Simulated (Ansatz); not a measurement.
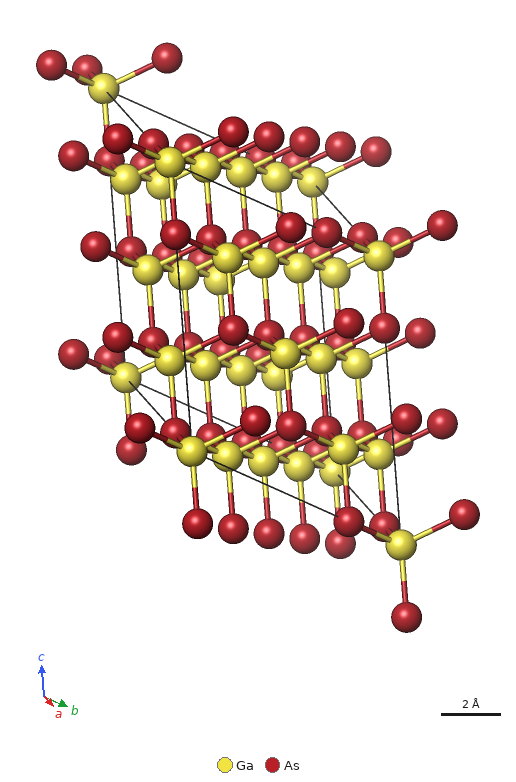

Figure 1. The structure as given in the input (ball-and-stick view of the cell of the calculation, seen slightly off an axis; bonded neighbours outside the cell are drawn too). An atom can appear more than once, as a periodic image. Near neighbours in the periodic cell (some may lie outside the picture): Ga has 4 As at 2.49 Å; As has 4 Ga at 2.49 Å.

**Single-point calculation, with input and output: GaAs**

GaAs (32 atoms in the cell), computed with DFT PBE, scalar-relativistic, plane waves, PAW, no spin polarisation (Ansatz 0.2.0).

The structure derives from an entry of the Crystallography Open Database.

### Log
```
Engine: ansatz 0.2.0, x86_64-unknown-linux-gnu
Pseudopotentials: kind: paw
Pseudopotential: Ga, paw, valence charge 13, recommended cutoff 420 eV (normal), Ga.paw.azcp
Pseudopotential: As, paw, valence charge 15, recommended cutoff 420 eV (normal), As.paw.azcp
Functional definition: PBE
  parameter kappa = 0.804
  parameter beta = 0.06672455060314922
  exchange = pbe_x(kappa = kappa, mu = beta*pi^2/3)
  correlation = pbe_c(beta = beta)
Crystal: 32 atoms, lattice volume = 758.608 Å³
Basis set: ecut = 420 eV, 14771 PW (Γ), exchange–correlation on 144×144×144 points (8 copies of the dense FFT grid, shifted against one another)
Bands: 269, of which v1, the nominal top of the filled ones, is band 224 counted from 1 (223 counted from 0)
Symmetry: 384 space group operations
Space group: F-43m (ITA 216), of the structure as read, at distance tolerance 9.1e-5 Å
k-points: 2 of 8 (time reversal used)
Non-local potential: Ga, projectors of the file, l = 0: 2, l = 1: 2, l = 2: 3, l = 3: 1
Non-local potential: As, projectors of the file, l = 0: 2, l = 1: 2, l = 2: 3, l = 3: 1
PAW form: soft (Blöchl's): semilocal exchange-correlation on the pseudo side does not see the compensation charge
PAW one-centre angular grid: Ga, 590 points (default); XC on 64 Gauss nodes
PAW one-centre angular grid: As, 590 points (default); XC on 64 Gauss nodes
Initial density: superposition of atomic densities (neutral atoms: chi_scale 0, normalization atom), corrected by the library's trained network
Initial wavefunctions: pseudopotential atomic-orbital guess
Functional: x = pbe(κ = 0.804, μ = 0.2195149727645171), c = pbe(β = 0.06672455060314922)
SCF iter   1: F=—  HF=-138237.761536 eV  |F-HF|=—  |Δ(HF+E_count)|=         —  Δρ=1.79e-3  dr2=4.33e-2  ethr=1.77e-3  ⟨swp⟩=6.0  Hψ=1763  notcnv=0  defer=13
preconditioner: auto → Resta (q_TF=auto, 2.499 Å⁻¹)  ε∞=3.6  [insulator: Δε(μ)=1.892 eV  Ē_g=14.276 eV  σ=0.020 eV  W_gap=1.00  n_scr=200 (ndim 8)  ℏωp=22.9 eV  f_vac=0.101  D(μ)=0.00/eV (n_scr^D=0)  ε∞_Penn≈3.6]
SCF iter   2: F=—  HF=-138237.741211 eV  |F-HF|=—  |Δ(HF+E_count)|=   2.03e-2  Δρ=9.48e-4  dr2=1.08e-2  ethr=9.67e-6  ⟨swp⟩=2.0  Hψ=919  notcnv=0  defer=79
SCF iter   3: F=—  HF=-138237.741193 eV  |F-HF|=—  |Δ(HF+E_count)|=   1.82e-5  Δρ=5.31e-4  dr2=2.14e-3  ethr=2.42e-6  ⟨swp⟩=2.0  Hψ=754  notcnv=0  defer=79
SCF iter   4: F=—  HF=-138237.740426 eV  |F-HF|=—  |Δ(HF+E_count)|=   7.68e-4  Δρ=2.03e-4  dr2=4.45e-4  ethr=4.78e-7  ⟨swp⟩=2.0  Hψ=747  notcnv=0  defer=79
SCF iter   5: F=—  HF=-138237.740773 eV  |F-HF|=—  |Δ(HF+E_count)|=   3.48e-4  Δρ=8.96e-5  dr2=3.57e-5  ethr=9.92e-8  ⟨swp⟩=3.0  Hψ=907  notcnv=0  defer=79
SCF iter   6: F=—  HF=-138237.740577 eV  |F-HF|=—  |Δ(HF+E_count)|=   1.96e-4  Δρ=2.05e-5  dr2=3.21e-6  ethr=7.96e-9  ⟨swp⟩=2.0  Hψ=907  notcnv=0  defer=79
SCF iter   7: F=—  HF=-138237.740581 eV  |F-HF|=—  |Δ(HF+E_count)|=   3.29e-6  Δρ=1.31e-5  dr2=7.46e-7  ethr=7.16e-10  ⟨swp⟩=2.0  Hψ=907  notcnv=0  defer=79
SCF iter   8: F=-138237.740582 eV  HF=-138237.740582 eV  |F-HF|=2.71e-8  |Δ(HF+E_count)|=   9.24e-7  Δρ=9.61e-7  dr2=6.21e-9  ethr=2.23e-11  ⟨swp⟩=10.0  Hψ=3734  notcnv=0
SCF 1 converged in 8 iterations: F = -138237.740582 eV  dr2 = 6.21e-9
  greatest PAW one-centre occupation: 0.999 electrons in one spin orbital (limit 2), on the As atom at site 31 (counted from 0), in its partial waves of l = 2
SCF converged after 8 iterations
Free energy (F): -138237.740582 eV
Harris-Foulkes:  -138237.740582 eV  (|F-HF|=2.71e-8)
Internal energy: -138237.740582 eV  (E = F + TS)
E sigma→0 (E₀):  -138237.740582 eV
Fermi energy:    7.889580 eV
--- Per-component energies (eV) ---
  E_band       = -5237.577764
  E_kinetic    = 3491.259362
  E_local      = -63767.592386  (includes V_loc(G=0)·N_el)
  E_nonlocal   = -3932.129644
  E_hartree    = 32017.643587
  E_xc         = -2365.340501
  E_vxc        = -2186.090612  (∫ρ·V_xc dr)
  E_paw        = -61190.994030  (= ΣΔE_a)
  E_vpaw       = -2878.308548  (= ΣTr[D̂ρ^β])
  E_aug_tail   = -0.001731  (compensation charges beyond the density's cutoff)
  E_ewald      = -42490.585238
  E_smearing   = -0.000000  (= −TS)
  E_closure    = 0.000000  (closes the sum)
  Σ components = -138237.740582   (vs F -138237.740582, Δ=0.00e0)
--- Forces (eV/Å), atoms counted from 1 ---
  atom   1  Ga     0.00000000     0.00000000     0.00000000
  atom   2  Ga     0.00000000    -0.00000000     0.00000000
  atom   3  Ga     0.00000000     0.00000000     0.00000000
  atom   4  Ga    -0.00000000     0.00000000     0.00000000
  atom   5  Ga     0.00000000     0.00000000    -0.00000000
  atom   6  Ga     0.00000000     0.00000000    -0.00000000
  atom   7  Ga    -0.00000000     0.00000000    -0.00000000
  atom   8  Ga     0.00000000    -0.00000000    -0.00000000
  atom   9  Ga     0.00000000     0.00000000    -0.00000000
  atom  10  Ga     0.00000000     0.00000000     0.00000000
  atom  11  Ga     0.00000000    -0.00000000     0.00000000
  atom  12  Ga     0.00000000     0.00000000     0.00000000
  atom  13  Ga    -0.00000000     0.00000000     0.00000000
  atom  14  Ga     0.00000000     0.00000000     0.00000000
  atom  15  Ga     0.00000000     0.00000000     0.00000000
  atom  16  Ga     0.00000000     0.00000000    -0.00000000
  atom  17  As    -0.00000000    -0.00000000     0.00000000
  atom  18  As    -0.00000000     0.00000000     0.00000000
  atom  19  As    -0.00000000     0.00000000     0.00000000
  atom  20  As    -0.00000000    -0.00000000    -0.00000000
  atom  21  As    -0.00000000    -0.00000000    -0.00000000
  atom  22  As    -0.00000000     0.00000000     0.00000000
  atom  23  As    -0.00000000    -0.00000000    -0.00000000
  atom  24  As    -0.00000000     0.00000000     0.00000000
  atom  25  As    -0.00000000    -0.00000000    -0.00000000
  atom  26  As    -0.00000000    -0.00000000     0.00000000
  atom  27  As    -0.00000000     0.00000000     0.00000000
  atom  28  As    -0.00000000    -0.00000000    -0.00000000
  atom  29  As    -0.00000000     0.00000000     0.00000000
  atom  30  As    -0.00000000     0.00000000    -0.00000000
  atom  31  As    -0.00000000    -0.00000000     0.00000000
  atom  32  As    -0.00000000    -0.00000000     0.00000000
  max |Σ_I F_I| component: 4.69e-27 eV/Å
--- Stress (GPa, compression-positive) ---
        0.015981      -0.000000       0.000000
       -0.000000       0.015981       0.000000
        0.000000      -0.000000       0.015981
  P = ⅓ Tr σ = 0.0160 GPa (0.160 kbar)
--- Band table (eV) ---
  k-point 0: bands = ["-27.5394", "-27.5394", "-27.5394", "-27.5394", "-27.5394", "-27.5394", "-27.5394", "-27.5394", "-27.5394", "-27.5394", ... 59 levels left out ..., "-27.5307", "-27.5307", "-27.5307", "-27.5307", "-27.5307", "-27.5307", "-27.5307", "-27.5307", "-27.5307", "-27.5307", "-27.5307", "-7.2369", "-7.2369", "-7.2369", "-7.2369", "-7.2369", "-7.2369", "-7.2369", "-7.2369", "-7.2369", "-7.2369", "-7.2369", "-7.2369", "-7.1949", "-7.1949", "-7.1949", "-7.1949", "-7.1501", "-7.1501",
      "-7.1501", "-7.1501", "-7.1501", "-7.1501", "-7.1501", "-7.1501", "-7.1339", "-7.1339", "-7.1339", "-7.1339", "-7.1339", "-7.1339", "-7.1339", "-7.1339", "-7.1339", "-7.1339", "-7.1339", "-7.1339", "-7.1296", "-7.1296", "-7.1296", "-7.1296", "-7.1296", "-7.1296", "-7.1296", "-7.1296", "-7.1296", "-7.1296", "-7.1296", "-7.1296", "-7.1009", "-7.1009", "-7.1009", "-7.1009", "-7.1009", "-7.1009", "-7.1009", "-7.1009", "-7.1009", "-7.1009",
      "-7.1009", "-7.1009", "-7.0917", "-7.0917", "-7.0917", "-7.0917", "-7.0917", "-7.0917", "-7.0917", "-7.0917", "-7.0862", "-7.0862", "-7.0862", "-7.0862", "-7.0862", "-7.0862", "-7.0862", "-7.0862", "-7.0862", "-7.0862", "-7.0862", "-7.0862", "-4.2041", "-4.2041", "-4.2041", "-4.2041", "-2.9583", "-2.9583", "-2.9583", "-2.9583", "-2.9583", "-2.9583", "-2.9583", "-2.9583", "-2.9583", "-2.9583", "-2.9583", "-2.9583", "1.4643", "1.4643",
      "1.4643", "1.4643", "1.4643", "1.4643", "1.4643", "1.4643", "1.4643", "1.4643", "1.4643", "1.4643", "3.4979", "3.4979", "3.4979", "3.4979", "4.5044", "4.5044", "4.5044", "4.5044", "4.5044", "4.5044", "4.5044", "4.5044", "4.5044", "4.5044", "4.5044", "4.5044", "5.6366", "5.6366", "5.6366", "5.6366", "5.6366", "5.6366", "5.6366", "5.6366", "5.6366", "5.6366", "5.6366", "5.6366", "6.9129", "6.9129",
      "6.9129", "6.9129", "6.9129", "6.9129", "6.9129", "6.9129", "8.8413", "8.8413", "8.8413", "8.8413", "9.7428", "9.7428", "9.7428", "9.7428", "9.7428", "9.7428", "9.7428", "9.7428", "9.7428", "9.7428", "9.7428", "9.7428", "12.0966", "12.0966", "12.0966", "12.0966", "12.0966", "12.0966", "12.0966", "12.0966", "12.0983", "12.0983", "12.0983", "12.0983", "12.0983", "12.0983", "12.0983", "12.0983", "12.0983", "12.0983",
      "12.0983", "12.0983", "13.2714", "13.2714", "13.2714", "13.2714", "13.6727", "13.6727", "13.6727", "13.6727", "13.6727"]
  k-point 1: bands = ["-27.5398", "-27.5396", "-27.5396", "-27.5394", "-27.5394", "-27.5394", "-27.5394", "-27.5394", "-27.5391", "-27.5391", ... 59 levels left out ..., "-27.5309", "-27.5309", "-27.5309", "-27.5309", "-27.5308", "-27.5308", "-27.5308", "-27.5308", "-27.5305", "-27.5305", "-27.5305", "-7.2494", "-7.2494", "-7.2432", "-7.2375", "-7.2375", "-7.2375", "-7.2375", "-7.2248", "-7.2248", "-7.2248", "-7.2248", "-7.2143", "-7.2143", "-7.2143", "-7.2143", "-7.1770", "-7.1538", "-7.1538",
      "-7.1422", "-7.1422", "-7.1422", "-7.1422", "-7.1415", "-7.1415", "-7.1415", "-7.1415", "-7.1408", "-7.1408", "-7.1408", "-7.1408", "-7.1398", "-7.1398", "-7.1398", "-7.1398", "-7.1359", "-7.1359", "-7.1359", "-7.1359", "-7.1270", "-7.1270", "-7.1270", "-7.1270", "-7.1251", "-7.1251", "-7.1242", "-7.1242", "-7.1205", "-7.1205", "-7.1095", "-7.1071", "-7.1071", "-7.0985", "-7.0985", "-7.0985", "-7.0985", "-7.0983", "-7.0983", "-7.0983",
      "-7.0983", "-7.0944", "-7.0911", "-7.0911", "-7.0911", "-7.0911", "-7.0905", "-7.0902", "-7.0902", "-7.0902", "-7.0902", "-7.0896", "-7.0896", "-7.0896", "-7.0896", "-7.0878", "-7.0878", "-7.0878", "-7.0878", "-7.0843", "-7.0843", "-7.0830", "-4.6206", "-3.8056", "-3.8056", "-3.8056", "-3.8056", "-3.2824", "-3.2824", "-3.2824", "-3.2824", "-3.1003", "-2.7748", "-2.7748", "-2.7748", "-2.7748", "-2.5300", "-2.5300", "1.0310", "1.0310",
      "1.3703", "1.3703", "1.3703", "1.3703", "1.5338", "1.5338", "1.5338", "1.5338", "1.7777", "2.9442", "2.9442", "2.9442", "2.9442", "3.9803", "3.9803", "3.9803", "3.9803", "4.6012", "4.6012", "4.6984", "4.6984", "5.2774", "5.2774", "5.3053", "5.3053", "5.3053", "5.3053", "5.3362", "5.3362", "5.3362", "5.3362", "5.3861", "5.3861", "5.3861", "5.3861", "5.4861", "6.3287", "6.3287", "6.3287", "6.3287",
      "6.4390", "6.4390", "6.4390", "6.4390", "6.9378", "6.9378", "9.0714", "9.5005", "9.5005", "9.5005", "9.5005", "9.6402", "9.8526", "10.1404", "10.1404", "10.2633", "10.2633", "10.4539", "10.4539", "10.4539", "10.4539", "10.6447", "10.7908", "10.7908", "10.7908", "10.7908", "10.9728", "10.9728", "10.9728", "10.9728", "12.0856", "12.0856", "12.0856", "12.0856", "12.1665", "12.1665", "12.5571", "12.5571", "12.5571", "12.5571",
      "12.6888", "12.6888", "12.6888", "12.6888", "12.8502", "12.8502", "12.8502", "12.8502", "12.8859", "12.8859", "12.8859"]
```

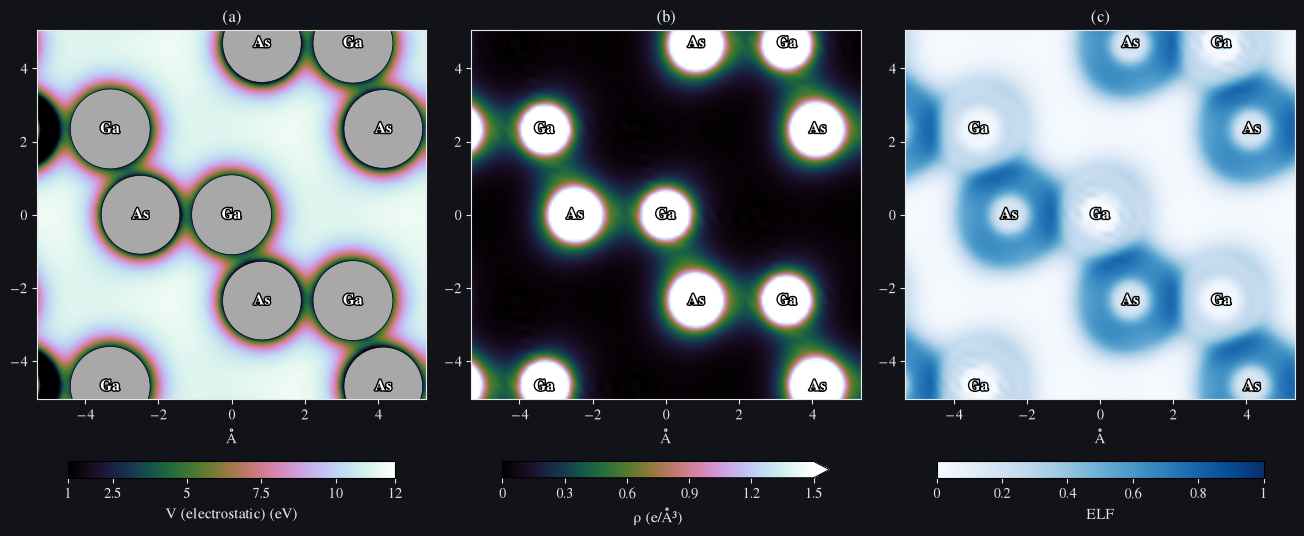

Figure 2. (a) electrostatic potential (local pseudopotential plus Hartree) felt by an electron; (b) valence electron density; (c) ELF on the (100) plane of the calculation cell. Grey discs, where drawn, cover atomic cores. The density dies away to nearly zero in the voids. The strong features right at Ga lie inside the PAW spheres (semicore, d or f shells) and say nothing about bonding. Outside the cores the potential energy rises away from the atoms and is highest about 2.4 Å from the nearest atoms; outside the discs it spans about 10 eV, and its zero is arbitrary. In a PAW calculation such maps are meaningful between the atoms, not at the nuclei.

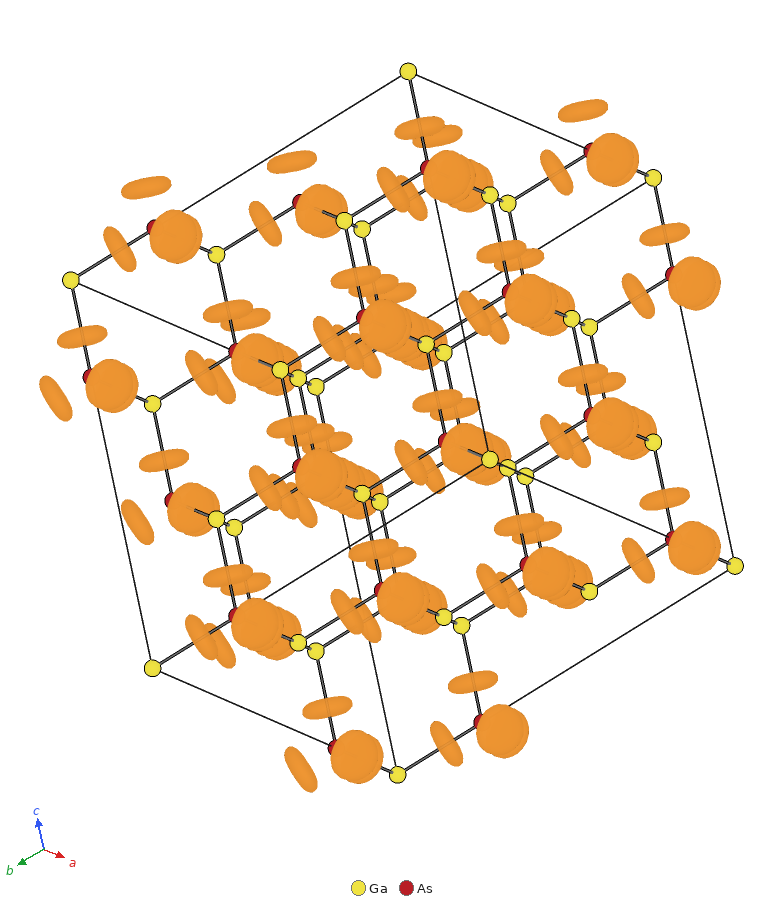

Figure 3. Isosurface of the electron localisation function at 0.7 (orange), seen at an oblique angle. Only the valence region is drawn (cores and ρ < 0.01 e/Å³ removed). Sticks mark near contacts. The outline is the calculation cell. Profiles from the grid: Ga–As (2.49 Å): the ELF peaks at about 0.80 between the atoms (localised, shared-pair bonding).

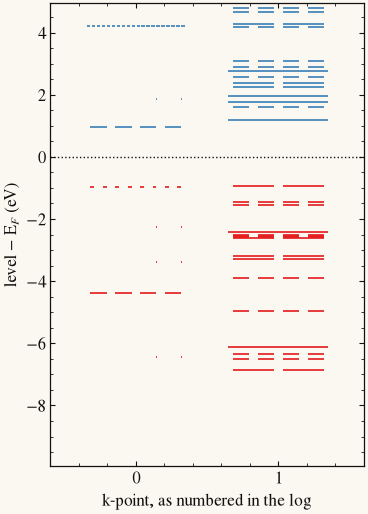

Figure 4. Kohn–Sham levels near the Fermi level (dotted) at the few k-points that the log prints; levels within 0.02 eV of each other stand side by side. Among these points the highest filled and lowest empty levels are 1.90 eV apart, which is the gap on the mesh.

The run was set up as follows.

### The input
```yaml
crystal:
  lattice:
    - [5.7453846591, -5.7453846591, 5.7453846591]
    - [-5.7453846591, 5.7453846591, 5.7453846591]
    - [-5.7453846591, -5.7453846591, -5.7453846591]
  atoms:
    - { symbol: Ga, position: [0.25, 0.25, 0.5] }
    - { symbol: Ga, position: [0.5, 0.25, 0.25] }
    - { symbol: Ga, position: [0.75, 0.25, 0.0] }
    - { symbol: Ga, position: [0.0, 0.5, 0.5] }
    - { symbol: Ga, position: [0.25, 0.5, 0.25] }
    - { symbol: Ga, position: [0.0, 0.25, 0.75] }
    - { symbol: Ga, position: [0.75, 0.75, 0.5] }
    - { symbol: Ga, position: [0.5, 0.5, 0.0] }
    - { symbol: Ga, position: [0.75, 0.5, 0.75] }
    - { symbol: Ga, position: [0.0, 0.75, 0.25] }
    - { symbol: Ga, position: [0.5, 0.0, 0.5] }
    - { symbol: Ga, position: [0.25, 0.75, 0.0] }
    - { symbol: Ga, position: [0.75, 0.0, 0.25] }
    - { symbol: Ga, position: [0.5, 0.75, 0.75] }
    - { symbol: Ga, position: [0.0, 0.0, 0.0] }
    - { symbol: Ga, position: [0.25, 0.0, 0.75] }
    - { symbol: As, position: [0.25, 0.0, 0.5] }
    - { symbol: As, position: [0.5, 0.0, 0.25] }
    - { symbol: As, position: [0.75, 0.0, 0.0] }
    - { symbol: As, position: [0.0, 0.25, 0.5] }
    - { symbol: As, position: [0.25, 0.25, 0.25] }
    - { symbol: As, position: [0.0, 0.0, 0.75] }
    - { symbol: As, position: [0.75, 0.5, 0.5] }
    - { symbol: As, position: [0.5, 0.25, 0.0] }
    - { symbol: As, position: [0.75, 0.25, 0.75] }
    - { symbol: As, position: [0.0, 0.5, 0.25] }
    - { symbol: As, position: [0.5, 0.75, 0.5] }
    - { symbol: As, position: [0.25, 0.5, 0.0] }
    - { symbol: As, position: [0.75, 0.75, 0.25] }
    - { symbol: As, position: [0.5, 0.5, 0.75] }
    - { symbol: As, position: [0.0, 0.75, 0.0] }
    - { symbol: As, position: [0.25, 0.75, 0.75] }
basis:
  ecutwfc: 420
  xc_grid: 2
kpoints:
  mp_grid: { grid: [2, 2, 2], shift: [0.5, 0.5, 0.5] }
hamiltonian:
  xc: pbe
scf:
  occupations: { method: gaussian, width: 0.02 }
output:
  forces: true
  stress: true
  eigenvalues: true
  write_density: true
  write_potential: true
  elf: true
  volumetric_format: npy
```

Launch command:
```bash
ansatz run input.yaml --threads 8 --pin off --max-ram 22528MiB --backend cpu --events-out ev --progress --plain --runs-dir out
```

### Summary

- outcome: converged
- space group (tolerance 0.01 Å): F-43m (216)
- electrons treated: 448
- free energy: −138237.7406 eV
- Fermi energy: 7.890 eV
- gap on the k-point mesh: 1.90 eV
- pressure: 0.02 GPa
- largest force (length of the vector): under 0.001 eV/Å
- hardware: 8 threads of AMD EPYC (Zen 3), 189 GiB of memory available, shared host
- wall time: 71 s (CPU time 3.7 min)
- peak memory: 2.3 GiB
